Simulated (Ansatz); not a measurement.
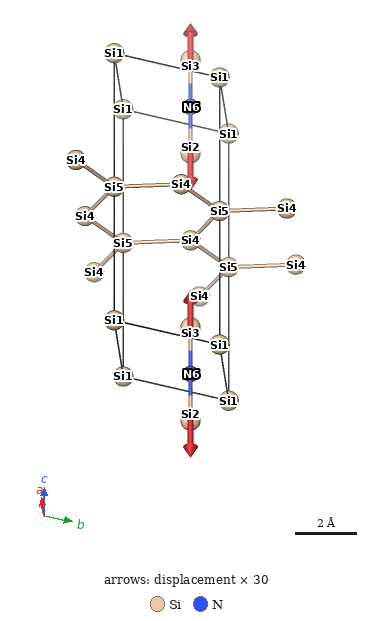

This is a relaxation of a crystal of Si$_{5}$N (a generated structure, set up in P-6m2). The starting structure is drawn; red arrows show the displacements (the part carried along by the change of the cell is left out), 30 times their true length.

Style: ball-and-stick. Shown: the cell of the calculation, from a free direction.

All numbers below come from DFT PBE, scalar-relativistic, plane waves, PAW (Ansatz). Settings: plane-wave cutoff 420 eV; k-point mesh 12 × 12 × 4; occupations gaussian; smearing width 0.1 eV; no spin polarisation; cell and atoms relaxed; force threshold 0.01 eV/Å; at most 80 steps.

**What did the optimiser do to the structure, and how much energy did it gain?**

The largest moves relative to the cell, 0.047 Å, are those of Si2 and Si3. Si2 goes along −c. N stays in place. The drawn cell changes as follows: a = b 3.884 → 3.865 Å (−0.5 %), c 10.138 → 9.970 Å (−1.7 %); the volume changes by −2.6 %. Some distances before and after: Si2–N6 1.769 → 1.787 Å, Si4–Si5 2.243 → 2.231 Å. The space group stays P-6m2 (No. 187). The energy falls by 1.1 meV per atom in 6 accepted moves (7 points after the start). Largest force component: 0.21 eV/Å at the start, 0.0015 eV/Å at the end. The pressure goes from −0.04 to −0.03 GPa. The SCF was repeated once at an unchanged geometry on a basis and grid sized afresh for the cell, which shifted the energy by 0.2 meV per atom at most. The run took 2.5 min on 1 thread of Intel(R) Xeon(R) Processor @ 2.70GHz, on a shared host, peak memory 0.45 GiB.

Limits of the set-up: layers or molecules are held without a dispersion correction, so their spacing is unreliable.
